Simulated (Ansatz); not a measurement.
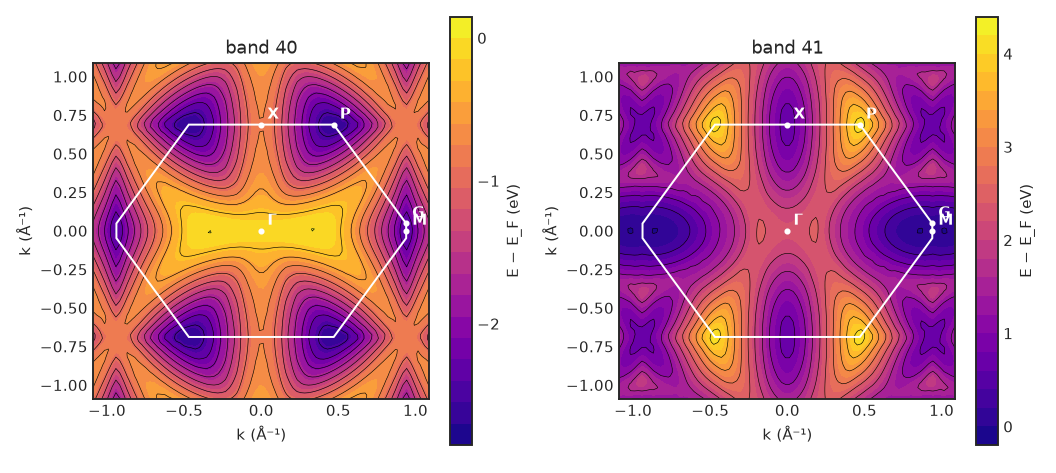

Two bands of Hg (space group I-42d, No. 122) over the plane through Γ, M and X: the highest mostly filled and the lowest mostly empty one.

Method: DFT PBE, scalar-relativistic, plane waves, PAW; levels and slopes on a dense k mesh at the converged density (Ansatz 0.2.0). No spin polarisation. Mesh 24×24×24, interpolated with the band slopes. Unrelaxed database geometry. The cell comes from a database of computed structures, not from a measurement.

> Give both levels and their distance at the named points.

| point | lower band (eV) | upper band (eV) | distance (eV) |
| --- | --- | --- | --- |
| Γ | −0.07 | 2.23 | 2.31 |
| M | −2.50 | 0.03 | 2.53 |
| X | −0.75 | 0.69 | 1.44 |
| P | −2.75 | 4.31 | 7.05 |

> Is there a gap?

The bands overlap or nearly touch in energy (overlap 0.019 eV), although their smallest direct distance is 1.07 eV, on the Γ–M line.

Spin-orbit coupling is left out; with Hg it can split, shift or remove sheets. On the self-consistent mesh a gap of 0.03 eV remains, so whether this is a metal isn't settled.
